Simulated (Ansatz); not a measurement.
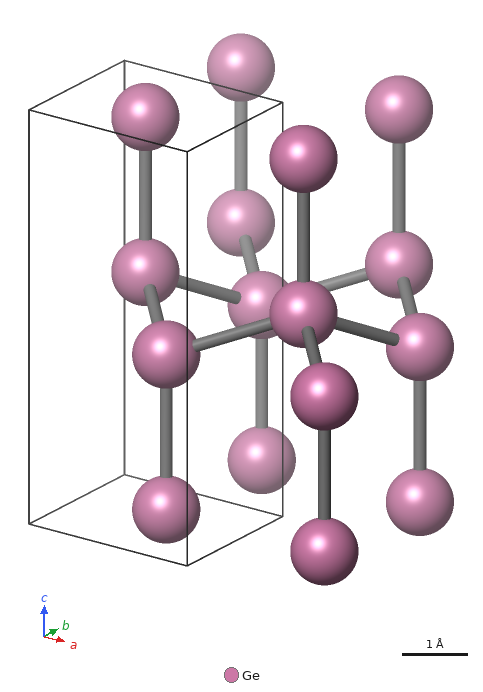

This is a crystal of Ge (set up in P6_3/mmc). The picture is a ball-and-stick view of the cell of the calculation, repeated 2 × 2 × 1 with one cell outlined, seen slightly off an axis.

These are results of DFT r2SCAN, scalar-relativistic, plane waves, PAW (Ansatz 0.2.0), not measurements. (plane-wave cutoff 500 eV; k-point mesh 12 × 12 × 6; occupations gaussian; no spin polarisation) Smearing widths differ between the runs.

Now this is done to it. Every germanium atom is replaced by carbon, which gives C. Cell and atoms are relaxed again (to zero pressure within 0.1 GPa, forces under 0.01 eV/Å).

### What is the effect?

The volume per atom goes from 22.82 to 5.66 Å³. The volume changes by −75.2 %, with a = b 3.996 → 2.503 Å (−37.4 %), c 6.603 → 4.169 Å (−36.9 %). The space group stays P6_3/mmc (No. 194).

Drawn alike, the variant:

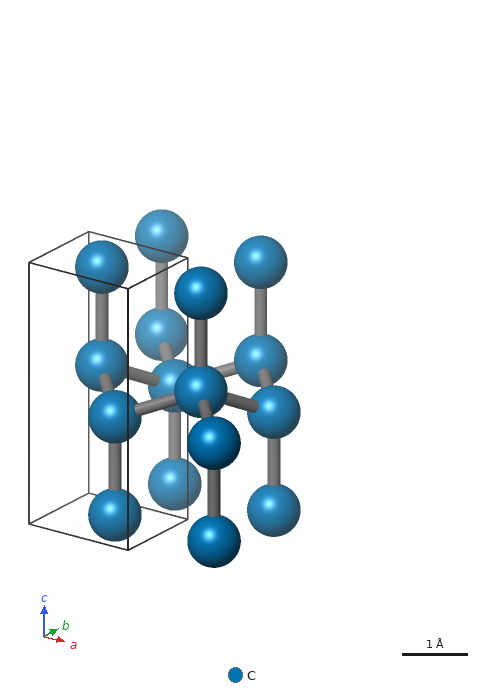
